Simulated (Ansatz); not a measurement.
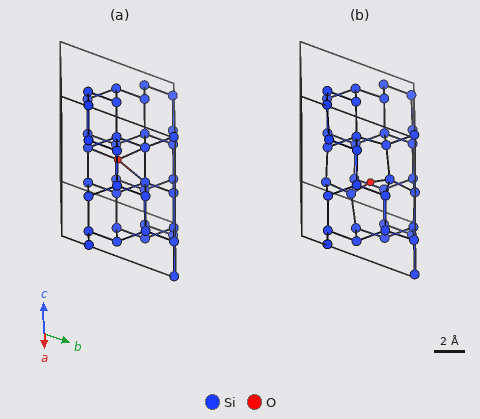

The structure of a defect cell of composition Si$_{32}$O before (left) and after (right) a relaxation, at one scale.

A ball-and-stick model of the cell of the calculation (origin shifted), seen from a free direction.

Case: O interstitial, charge +0, atoms relaxed.

Theory: DFT PBE, scalar-relativistic, plane waves, PAW in Ansatz.

Input file:
```yaml
crystal:
  lattice:
    - [5.4700937548, 5.4700937548, 5.4700937548]
    - [5.4700937548, -5.4700937548, -5.4700937548]
    - [-5.4700937548, 5.4700937548, -5.4700937548]
  atoms:
    - { symbol: Si, position: [0.75, 0.75, 0.25] }
    - { symbol: Si, position: [0.0, 0.75, 0.0] }
    - { symbol: Si, position: [0.75, 0.5, 0.5] }
    - { symbol: Si, position: [0.25, 0.75, 0.75] }
    - { symbol: Si, position: [0.0, 0.5, 0.25] }
    - { symbol: Si, position: [0.5, 0.75, 0.5] }
    - { symbol: Si, position: [0.25, 0.5, 0.0] }
    - { symbol: Si, position: [0.75, 0.25, 0.75] }
    - { symbol: Si, position: [0.0, 0.25, 0.5] }
    - { symbol: Si, position: [0.5, 0.5, 0.75] }
    - { symbol: Si, position: [0.75, 0.0, 0.0] }
    - { symbol: Si, position: [0.25, 0.25, 0.25] }
    - { symbol: Si, position: [0.5, 0.25, 0.0] }
    - { symbol: Si, position: [0.0, 0.0, 0.75] }
    - { symbol: Si, position: [0.25, 0.0, 0.5] }
    - { symbol: Si, position: [0.5, 0.0, 0.25] }
    - { symbol: Si, position: [0.5, 0.75, 0.25] }
    - { symbol: Si, position: [0.75, 0.75, 0.0] }
    - { symbol: Si, position: [0.5, 0.5, 0.5] }
    - { symbol: Si, position: [0.0, 0.75, 0.75] }
    - { symbol: Si, position: [0.75, 0.5, 0.25] }
    - { symbol: Si, position: [0.25, 0.75, 0.5] }
    - { symbol: Si, position: [0.0, 0.5, 0.0] }
    - { symbol: Si, position: [0.5, 0.25, 0.75] }
    - { symbol: Si, position: [0.75, 0.25, 0.5] }
    - { symbol: Si, position: [0.25, 0.5, 0.75] }
    - { symbol: Si, position: [0.5, 0.0, 0.0] }
    - { symbol: Si, position: [0.0, 0.25, 0.25] }
    - { symbol: Si, position: [0.25, 0.25, 0.0] }
    - { symbol: Si, position: [0.75, 0.0, 0.75] }
    - { symbol: Si, position: [0.0, 0.0, 0.5] }
    - { symbol: Si, position: [0.25, 0.0, 0.25] }
    - { symbol: O, position: [0.0089547886, 0.0121219534, -0.0036471589] }
basis:
  ecutwfc: 420
  xc_grid: 2
kpoints:
  mp_grid: { grid: [2, 2, 2], shift: [0.5, 0.5, 0.5] }
hamiltonian:
  xc: pbe
scf:
  occupations: { method: gaussian, width: 0.02 }
output:
  forces: true
  stress: false
  eigenvalues: true
  write_density: true
  write_potential: true
  elf: true
  volumetric_format: npy
relax:
  adjacent_minimum: "off"
  f_tol: 0.02
  max_steps: 60
```

Command:
```bash
ansatz run input.yaml --threads 8 --pin off --max-ram 20480MiB --backend cpu --events-out ev --progress --plain --runs-dir out
```

### Summarise the run.

The energy falls by 4.131 eV per cell of the calculation in 15 geometry steps. The largest force component goes from 0.78 to 0.0052 eV/Å. The atom that moves furthest is O33 (1.76 Å along [1 1 −1]). By element the largest moves are O 1.76 Å, Si 0.43 Å. The cell doesn't change. Near-neighbour distances that change, for instance: Si2–O33 2.469 → 3.866 Å, Si11–O33 2.430 → 3.655 Å, Si29–O33 2.600 → 1.632 Å, Si14–Si29 2.369 → 3.188 Å. Bond angles that change, for instance: Si1–Si31–Si14 109.5° → 99.5°, Si17–Si7–Si29 109.5° → 101.1°, Si7–Si29–Si12 109.5° → 117.2°.
